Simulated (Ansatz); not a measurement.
## Run report: Ga₂O₃, geometry relaxation (part 3 of 3)

Continued. System: Ga₂O₃ (10 atoms in the cell). Method: DFT PBE, scalar-relativistic, plane waves, PAW, no spin polarisation (Ansatz 0.2.0); cutoff 420 eV, 10×10×6 k-mesh, Gaussian smearing of 0.02 eV. The structure derives from a Materials Project entry.

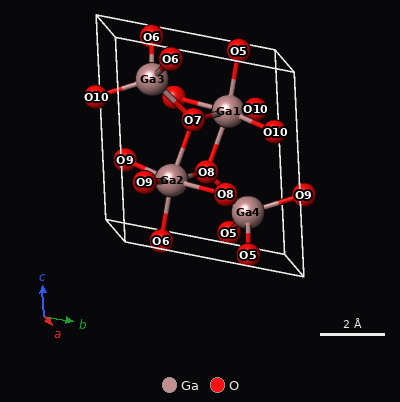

**Figure 1.** The geometry at step 5 of the log (ball-and-stick view of the reduced cell, seen slightly off an axis; bonded neighbours outside the cell are drawn too; atoms are numbered from 1 in the order of the input).

**Trajectory as extended XYZ (Å, eV, eV/Å), 9 frames, from step=1 to step=9**
```
10
Lattice="6.1402 -1.5238 0.0000 6.1402 1.5238 0.0000 -1.3841 0.0000 5.6503" Properties=species:S:1:pos:R:3:forces:R:3 step=1 energy=-18540.04080 pressure_GPa=6.74
Ga    3.2411    0.0000    3.8720    0.0282   0.0000   0.0480
Ga    7.6552    0.0000    1.7783   -0.0282   0.0000  -0.0480
Ga   10.8854    0.0000    1.1595    0.0205   0.0000  -0.0197
Ga    0.0110    0.0000    4.4908   -0.0205   0.0000   0.0197
O     5.1547    0.0000    4.2001   -0.0046   0.0000  -0.0225
O     5.7416    0.0000    1.4502    0.0046   0.0000   0.0225
O     9.5468    0.0000    2.4679    0.0118   0.0000   0.0163
O     1.3495    0.0000    3.1824   -0.0118   0.0000  -0.0163
O     1.8691    0.0000    0.6168    0.1520   0.0000   0.0145
O     9.0272    0.0000    5.0336   -0.1520   0.0000  -0.0145
10
Lattice="6.1856 -1.5338 0.0007 6.1856 1.5338 0.0007 -1.3938 0.0000 5.6904" Properties=species:S:1:pos:R:3:forces:R:3 step=2 energy=-18540.09213 pressure_GPa=2.63
Ga    3.2719    0.0000    3.8997   -0.0065   0.0000   0.0300
Ga    7.7055    0.0000    1.7920    0.0065   0.0000  -0.0300
Ga   10.9658    0.0000    1.1673    0.0324   0.0000  -0.0014
Ga    0.0117    0.0000    4.5245   -0.0324   0.0000   0.0014
O     5.1989    0.0000    4.2322    0.0106   0.0000  -0.0310
O     5.7786    0.0000    1.4595   -0.0106   0.0000   0.0310
O     9.6148    0.0000    2.4807    0.0106   0.0000   0.0226
O     1.3627    0.0000    3.2110   -0.0106   0.0000  -0.0226
O     1.8706    0.0000    0.6228    0.0898   0.0000   0.0387
O     9.1068    0.0000    5.0689   -0.0898   0.0000  -0.0387
10
Lattice="6.2160 -1.5418 0.0014 6.2160 1.5418 0.0014 -1.3999 0.0000 5.7060" Properties=species:S:1:pos:R:3:forces:R:3 step=3 energy=-18540.09796 pressure_GPa=0.14
Ga    3.2888    0.0000    3.9123   -0.0178   0.0000   0.0133
Ga    7.7433    0.0000    1.7966    0.0178   0.0000  -0.0133
Ga   11.0234    0.0000    1.1727    0.0233   0.0000   0.0031
Ga    0.0087    0.0000    4.5362   -0.0233   0.0000  -0.0031
O     5.2268    0.0000    4.2413    0.0183   0.0000   0.0111
O     5.8053    0.0000    1.4676   -0.0183   0.0000  -0.0111
O     9.6628    0.0000    2.4880   -0.0058   0.0000   0.0060
O     1.3693    0.0000    3.2209    0.0058   0.0000  -0.0060
O     1.8790    0.0000    0.6256    0.0126   0.0000   0.0077
O     9.1531    0.0000    5.0833   -0.0126   0.0000  -0.0077
10
Lattice="6.2175 -1.5413 0.0052 6.2175 1.5413 0.0052 -1.3968 0.0000 5.7093" Properties=species:S:1:pos:R:3:forces:R:3 step=4 energy=-18540.09783 pressure_GPa=-0.02
Ga    3.2902    0.0000    3.9187   -0.0160   0.0000   0.0011
Ga    7.7481    0.0000    1.8009    0.0160   0.0000  -0.0011
Ga   11.0278    0.0000    1.1797    0.0107   0.0000   0.0076
Ga    0.0105    0.0000    4.5399   -0.0107   0.0000  -0.0076
O     5.2294    0.0000    4.2501    0.0119   0.0000  -0.0001
O     5.8089    0.0000    1.4695   -0.0119   0.0000   0.0001
O     9.6669    0.0000    2.4964    0.0002   0.0000   0.0034
O     1.3713    0.0000    3.2233   -0.0002   0.0000  -0.0034
O     1.8826    0.0000    0.6256    0.0032   0.0000   0.0135
O     9.1556    0.0000    5.0940   -0.0032   0.0000  -0.0135
10
Lattice="6.2208 -1.5412 0.0059 6.2208 1.5412 0.0059 -1.3969 0.0000 5.7063" Properties=species:S:1:pos:R:3:forces:R:3 step=5 energy=-18540.09794 pressure_GPa=0.00
Ga    3.2895    0.0000    3.9181    0.0091   0.0000   0.0001
Ga    7.7552    0.0000    1.8000   -0.0091   0.0000  -0.0001
Ga   11.0356    0.0000    1.1817    0.0052   0.0000   0.0036
Ga    0.0091    0.0000    4.5363   -0.0052   0.0000  -0.0036
O     5.2315    0.0000    4.2480   -0.0015   0.0000   0.0005
O     5.8132    0.0000    1.4700    0.0015   0.0000  -0.0005
O     9.6724    0.0000    2.4962    0.0000   0.0000   0.0025
O     1.3724    0.0000    3.2218    0.0000   0.0000  -0.0025
O     1.8841    0.0000    0.6249    0.0016   0.0000   0.0013
O     9.1606    0.0000    5.0931   -0.0016   0.0000  -0.0013
10
Lattice="6.2212 -1.5410 0.0060 6.2212 1.5410 0.0060 -1.3969 0.0000 5.7063" Properties=species:S:1:pos:R:3:forces:R:3 step=6 energy=-18540.09795 pressure_GPa=0.00
Ga    3.2906    0.0000    3.9178   -0.0011   0.0000   0.0012
Ga    7.7549    0.0000    1.8004    0.0011   0.0000  -0.0012
Ga   11.0363    0.0000    1.1819   -0.0016   0.0000  -0.0009
Ga    0.0092    0.0000    4.5364    0.0016   0.0000   0.0009
O     5.2320    0.0000    4.2483   -0.0004   0.0000  -0.0005
O     5.8135    0.0000    1.4700    0.0004   0.0000   0.0005
O     9.6732    0.0000    2.4967    0.0003   0.0000  -0.0007
O     1.3723    0.0000    3.2216   -0.0003   0.0000   0.0007
O     1.8843    0.0000    0.6251   -0.0006   0.0000  -0.0006
O     9.1612    0.0000    5.0932    0.0006   0.0000   0.0006
10
Lattice="6.2212 -1.5410 0.0060 6.2212 1.5410 0.0060 -1.3969 0.0000 5.7063" Properties=species:S:1:pos:R:3:forces:R:3 step=7 energy=-18540.11886 pressure_GPa=0.30
Ga    3.2906    0.0000    3.9178   -0.0014   0.0000  -0.0002
Ga    7.7549    0.0000    1.8004    0.0014   0.0000   0.0002
Ga   11.0363    0.0000    1.1819   -0.0018   0.0000  -0.0013
Ga    0.0092    0.0000    4.5364    0.0018   0.0000   0.0013
O     5.2320    0.0000    4.2483   -0.0009   0.0000  -0.0007
O     5.8135    0.0000    1.4700    0.0009   0.0000   0.0007
O     9.6732    0.0000    2.4967   -0.0014   0.0000   0.0007
O     1.3723    0.0000    3.2216    0.0014   0.0000  -0.0007
O     1.8843    0.0000    0.6251   -0.0002   0.0000  -0.0003
O     9.1612    0.0000    5.0932    0.0002   0.0000   0.0003
10
Lattice="6.2271 -1.5416 0.0062 6.2271 1.5416 0.0062 -1.3980 0.0000 5.7089" Properties=species:S:1:pos:R:3:forces:R:3 step=8 energy=-18540.11813 pressure_GPa=0.01
Ga    3.2943    0.0000    3.9196    0.0008   0.0000   0.0011
Ga    7.7619    0.0000    1.8018   -0.0008   0.0000  -0.0011
Ga   11.0473    0.0000    1.1832    0.0015   0.0000   0.0001
Ga    0.0089    0.0000    4.5382   -0.0015   0.0000  -0.0001
O     5.2375    0.0000    4.2498    0.0008   0.0000   0.0001
O     5.8187    0.0000    1.4716   -0.0008   0.0000  -0.0001
O     9.6819    0.0000    2.4975   -0.0004   0.0000  -0.0006
O     1.3743    0.0000    3.2239    0.0004   0.0000   0.0006
O     1.8837    0.0000    0.6255    0.0002   0.0000   0.0000
O     9.1725    0.0000    5.0959   -0.0002   0.0000   0.0000
10
Lattice="6.2271 -1.5416 0.0062 6.2271 1.5416 0.0062 -1.3980 0.0000 5.7089" Properties=species:S:1:pos:R:3:forces:R:3 step=9 energy=-18540.11913 pressure_GPa=0.02
Ga    3.2943    0.0000    3.9196    0.0008   0.0000   0.0010
Ga    7.7619    0.0000    1.8018   -0.0008   0.0000  -0.0010
Ga   11.0473    0.0000    1.1832    0.0016   0.0000   0.0002
Ga    0.0089    0.0000    4.5382   -0.0016   0.0000  -0.0002
O     5.2375    0.0000    4.2498    0.0008   0.0000   0.0001
O     5.8187    0.0000    1.4716   -0.0008   0.0000  -0.0001
O     9.6819    0.0000    2.4975   -0.0004   0.0000  -0.0005
O     1.3743    0.0000    3.2239    0.0004   0.0000   0.0005
O     1.8837    0.0000    0.6255    0.0003   0.0000   0.0001
O     9.1725    0.0000    5.0959   -0.0003   0.0000  -0.0001
```

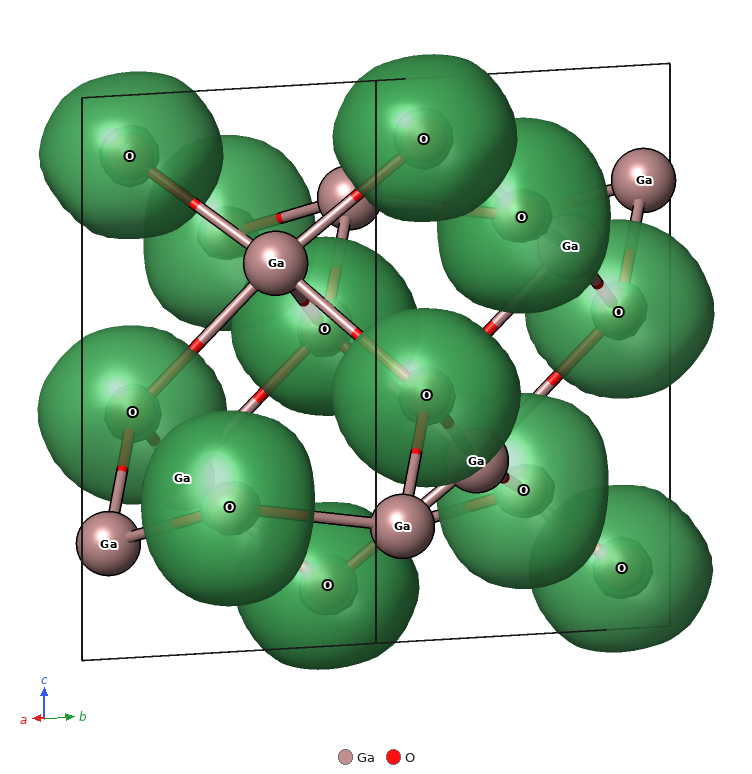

**Figure 2.** Isosurface of the electron localisation function at 0.6 (green), seen along [110]. Only the valence region is drawn (cores and ρ < 0.01 e/Å³ removed). Sticks mark near contacts. The outline is the cell set on symmetry axes. Values along the shortest contacts: Ga–O (1.86 Å): the ELF is about 0.40 at the midpoint. Ga–O (1.97 Å): the ELF is about 0.35 at the midpoint. In a PAW calculation such maps are meaningful between the atoms, not at the nuclei.

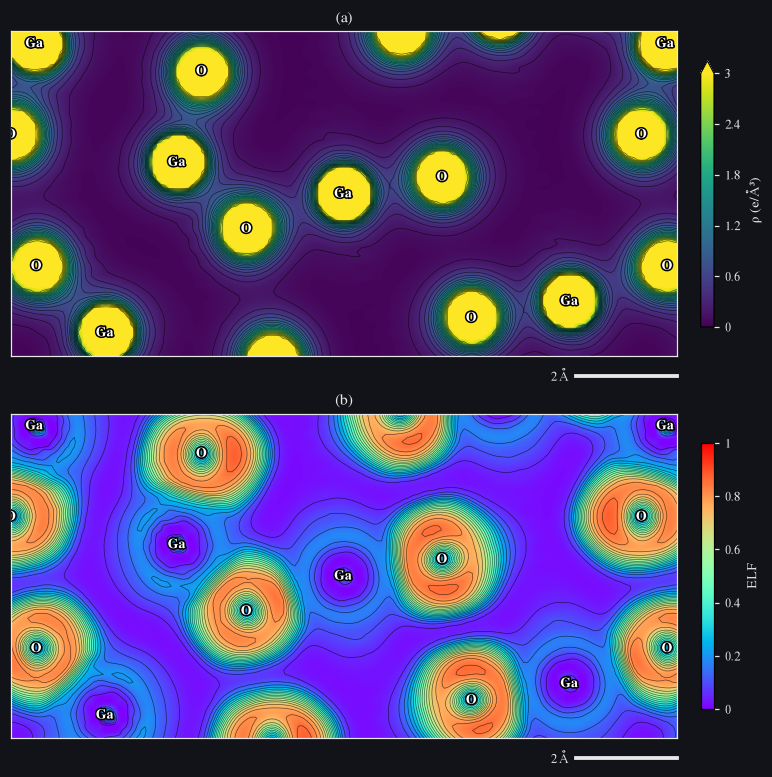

**Figure 3.** (a) valence pseudo-density; (b) ELF on the (010) plane of the conventional cell. Atoms in the plane: Ga and O. Ga–O (1.86 Å): the density is about 0.81 e/Å³ at the midpoint; the ELF is about 0.40 at the midpoint. Ga–O (1.97 Å): ρ at the midpoint is about 0.62 e/Å³; the ELF is about 0.30 at the midpoint. Ga–O (2.04 Å): the density is about 0.54 e/Å³ at the midpoint; the ELF is about 0.30 at the midpoint. Away from the nuclei the density in this plane falls to 0.02 e/Å³ at its lowest.

This output came from the following input.

**Input file**
```yaml
crystal:
  lattice:
    - [6.14023671, -1.52378368, 0.0]
    - [6.14023671, 1.52378368, 0.0]
    - [-1.38413089, 0.0, 5.65034886]
  atoms:
    - { symbol: Ga, position: [0.3411617, 0.3411617, 0.68526966] }
    - { symbol: Ga, position: [0.6588383, 0.6588383, 0.31473034] }
    - { symbol: Ga, position: [0.9095256, 0.9095256, 0.205214] }
    - { symbol: Ga, position: [0.0904744, 0.0904744, 0.794786] }
    - { symbol: O, position: [0.50353087, 0.50353087, 0.74333591] }
    - { symbol: O, position: [0.49646913, 0.49646913, 0.25666409] }
    - { symbol: O, position: [0.82662894, 0.82662894, 0.43676984] }
    - { symbol: O, position: [0.17337106, 0.17337106, 0.56323016] }
    - { symbol: O, position: [0.16450498, 0.16450498, 0.10915408] }
    - { symbol: O, position: [0.83549502, 0.83549502, 0.89084592] }
basis:
  ecutwfc: 420
kpoints:
  mp_grid: { grid: [10, 10, 6] }
hamiltonian:
  xc: pbe
scf:
  occupations: { method: gaussian, width: 0.02 }
output:
  forces: true
  stress: true
  eigenvalues: true
  write_density: true
  write_potential: true
  elf: true
  volumetric_format: npy
relax:
  adjacent_minimum: "off"
  f_tol: 0.005
  max_steps: 80
  cell: { stress_tol: 0.05 }
```

Launch command:
```bash
ansatz run input.yaml --threads 8 --pin off --max-ram 20480MiB --backend cpu --events-out ev --progress --plain --runs-dir out
```

**Key numbers**

```json
{"quantity": "outcome", "value": "converged"}
{"quantity": "space group (tolerance 0.01 Å)", "value": "C2/m (12)"}
{"quantity": "electrons treated", "value": "88"}
{"quantity": "free energy", "value": "−18540.1191 eV"}
{"quantity": "Fermi energy", "value": "8.565 eV"}
{"quantity": "gap on the k-point mesh", "value": "2.01 eV"}
{"quantity": "pressure", "value": "0.02 GPa"}
{"quantity": "final volume", "value": "109.64 Å³"}
{"quantity": "largest force (length of the vector) at the end", "value": "0.002 eV/Å"}
{"quantity": "final cell", "value": "a = 6.415 Å, b = 6.415 Å, c = 5.878 Å, α = 103.29°, β = 103.29°, γ = 27.81°"}
{"quantity": "hardware", "value": "8 threads of Arm Neoverse N1, 98 GiB of memory available, shared host"}
{"quantity": "wall time", "value": "2.5 min (CPU time 20 min)"}
{"quantity": "peak memory", "value": "1.1 GiB"}
```
